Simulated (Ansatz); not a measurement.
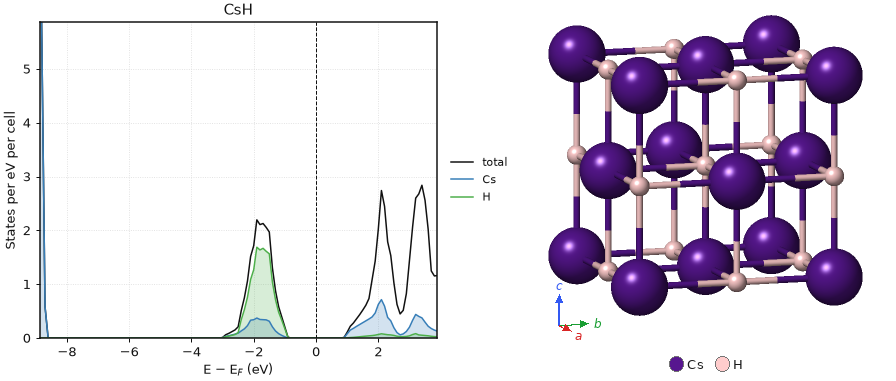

Density of states, beside the structure. Energies are counted from the Fermi level. The partial curves are projected on Löwdin-orthogonalised atomic shells; they sum to less than the total at higher energies, where shells without a projector contribute.

Input of the run:

```
crystal:
  lattice:
    - [0.0, 3.051118231, 3.051118231]
    - [3.051118231, 0.0, 3.051118231]
    - [3.051118231, 3.051118231, 0.0]
  atoms:
    - { symbol: Cs, position: [0.0, 0.0, 0.0] }
    - { symbol: H, position: [0.5, 0.5, 0.5] }
basis:
  ecutwfc: 420
kpoints:
  mp_grid: { grid: [8, 8, 8] }
  band_path:
    path:
      - [[0.0, 0.0, 0.0], [0.5, 0.0, 0.5], [0.625, 0.25, 0.625]]
      - [[0.375, 0.375, 0.75], [0.0, 0.0, 0.0], [0.5, 0.5, 0.5], [0.5, 0.25, 0.75], [0.5, 0.0, 0.5]]
    npoints: 14
hamiltonian:
  xc: lda
scf:
  occupations: { method: gaussian, width: 0.02 }
  n_extra_bands: 6
output:
  forces: true
  stress: true
  eigenvalues: true
  populations: true
  dos: { projected: true, de: 0.02, nscf_kmesh: { grid: [12, 12, 12] } }
  bader: true
  write_density: true
  write_potential: true
  elf: true
  volumetric_format: npy
```

Command:
```bash
ansatz run input.yaml --threads 1 --pin off --max-ram 2560MiB --backend cpu --events-out ev --progress --plain --runs-dir out
```

> Is there a gap at the Fermi level, and how wide?

There is a gap; over the k points computed it is 1.75 eV.

> Which states form the top of the valence band?

By projected weight, the top eV of the valence band is H (85 %) and Cs (15 %).

> How wide is the upper valence band?

The upper group of valence states starts about 2.0 eV under the valence-band top (which lies at −0.9 eV on this axis), with a gap beneath it; it holds about 2 electrons a cell.
